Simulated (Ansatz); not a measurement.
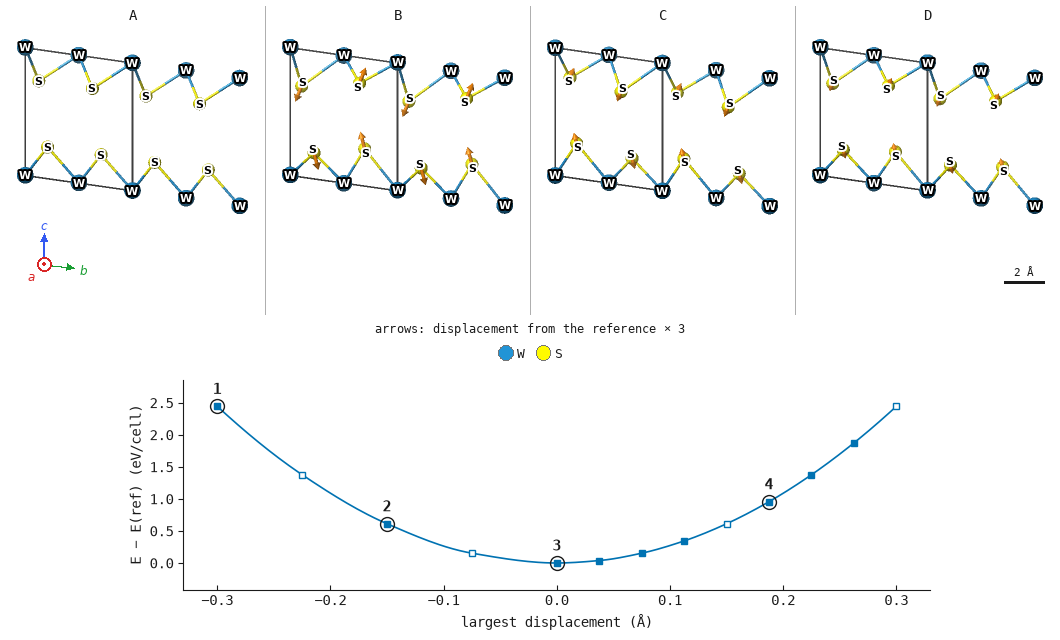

Solid WS2 (R3m): a normal mode of wave vector (0, 0, 1/2) of the primitive cell, folded into a doubled cell, is frozen in with the cell fixed, the amplitude being the largest displacement of an atom. The frames are shuffled; the numbered points of the plot belong to them. Hollow markers are points alike by symmetry, not computed again. The picture is a ball-and-stick view of the cell of the calculation, repeated 2 × 2 × 1 with one cell outlined, seen along the a axis. Orange arrows: displacements from the reference.

These are results of Ansatz, DFT PBEsol, scalar-relativistic, plane waves, PAW, not measurements. Set-up: plane-wave cutoff 420 eV; k-point mesh 10 × 6 × 10; occupations gaussian; smearing width 0.05 eV; no spin polarisation. Energies (free energies at the smearing named) are counted from the relaxed crystal.

Match the frames to the points.

Point 1 is frame B (the amplitude −0.30 Å, 2.44 eV/cell); 2 is frame D (the amplitude −0.15 Å, 0.61 eV/cell); 3 is frame A (the amplitude 0.00 Å, 0.00 eV/cell); 4 is frame C (the amplitude 0.1875 Å, 0.96 eV/cell). The harmonic wavenumber of the mode is 346 cm⁻¹, a stable vibration. Of the computed points the lowest is at the amplitude 0.00 Å, 0.00 eV/cell. At the ends of the scan the energy is 2.44 eV/cell (−0.30 Å) and 2.44 eV/cell (0.30 Å). The well is symmetric. At the highest point the shortest interatomic distance is 2.15 Å, against 2.40 Å in the reference. The distortion takes the space group from R3m to Cm.

Limits of the set-up: layers or molecules are held without a dispersion correction, so their spacing is unreliable.
